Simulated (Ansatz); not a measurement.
Consider MgS.

Input

```
crystal:
  lattice:
    - [0.0, 2.60165, 2.60165]
    - [2.60165, 0.0, 2.60165]
    - [2.60165, 2.60165, 0.0]
  atoms:
    - { symbol: S, position: [0.497997, 0.484437, 0.50265], spin: -0.34 }
    - { symbol: Mg, position: [0.005001, 0.000784, -0.005539] }
hamiltonian:
  xc: { exchange: rpw86, correlation: pbe }
  pseudopotentials: { kind: paw, core: small }
magnetization:
  spin_polarized: true
kpoints:
  mp_grid: { grid: [7, 7, 7] }
scf:
  occupations: { method: gaussian, width: 0.02 }
output:
  forces: true
  stress: true
  write_density: true
  write_potential: true
  elf: true
  volumetric_format: npy
relax:
  f_tol: 0.01
  max_steps: 40
```

Command:

```sh
ansatz run input.yaml --threads 1 --pin off --max-ram 2560MiB --backend cpu --events-out ev --progress --plain --runs-dir out
```

Below, planes, directions and counts refer to the conventional cell (a = 5.20 Å, b = 5.20 Å, c = 5.20 Å, α = 90.00°, β = 90.00°, γ = 90.00°).

The fields are those of the relaxed geometry.

Space group Fm-3m; changed on purpose from its base cell (atoms moved at random by about 0.05 A); computed pressure about 3 GPa in this cell; the program warned that a starting moment wasn't kept; spin-polarised, but the moments vanished.

Computed with Kohn-Sham DFT of a periodic cell, rPW86-PBE, Ansatz PAW small core in Ansatz.

What can the converged valence pseudo-density and electron localisation function tell about the bonding?

Answer. Mg–S (2.60 Å): ρ is about 0.27 e/Å³ halfway; the ELF peaks at about 0.90 in the valence shell of S, 0.9 Å from its nucleus, and falls to about 0.05 next to Mg (a closed-shell, largely ionic contact).

Does the calculation give a band gap?

Answer. It is gapped, with a Kohn–Sham gap of 3.0 eV on the k-point mesh, an upper bound to the gap of this method.

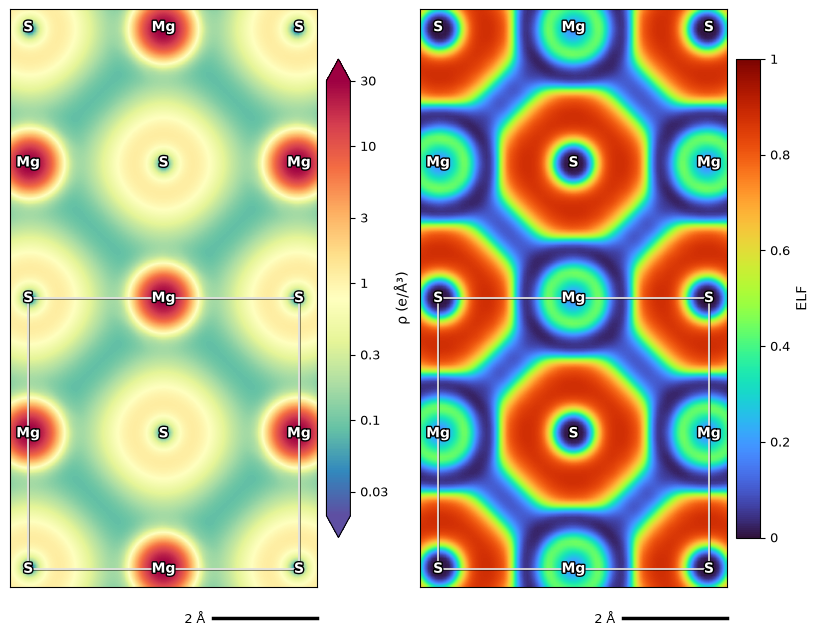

Computed valence pseudo-density and electron localisation function on the (100) plane of the conventional cell, in this order. 

Core electrons are frozen (PAW), and the valence fields are smoothed inside the atomic spheres.
